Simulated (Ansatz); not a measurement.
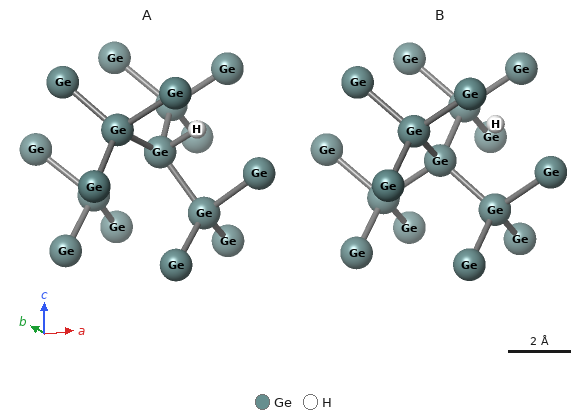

Two geometries of a defect cell of composition Ge64H (cell charge +2), drawn at one scale. One is the start of a relaxation, the other its converged end. Style: ball-and-stick. Shown: the atoms within 4.2 Å of the atom that moves most (axes of the cell of the calculation (origin shifted)), slightly off an axis.

The calculation used Ansatz 0.2.0, DFT, PBEsol, PAW, plane waves. Settings: plane-wave cutoff 420 eV; k-point mesh 1 × 1 × 1; mesh shifted by (0.25, 0.25, 0.25); collinear spin; atoms relaxed in a fixed cell; force threshold 0.03 eV/Å; at most 80 steps.

**Which geometry has the lower energy?**

Structure A is the relaxed one. The largest move is that of a Ge atom, 0.56 Å along [1 −1 1]. Largest moves by element: Ge 0.56 Å, H 0.25 Å. The lattice vectors keep their values. Near-neighbour distances that change, for instance: Ge–H 2.417 → 1.645 Å, Ge–Ge 2.485 → 2.909 Å, Ge–Ge 2.483 → 2.433 Å, Ge–Ge 2.500 → 2.463 Å. New bonds form, among them: Ge–H (2.42 → 1.64 Å). Bond angles that change, for instance: Ge–Ge–Ge 107.7° → 92.3°, Ge–Ge–Ge 108.6° → 93.4°, Ge–Ge–Ge 110.3° → 119.9°. The energy falls by 0.859 eV per cell of the calculation in 10 geometry steps. The largest force component goes from 0.69 to 0.016 eV/Å. The program noted that the starting moments weren't kept. Cost: 19 s on 1 × NVIDIA GB200 with 8 threads of Arm Neoverse-V2, peak memory 2.1 GiB.

Limits of the set-up: the cell is charged, on a uniform background, and energies carry no finite-size correction.
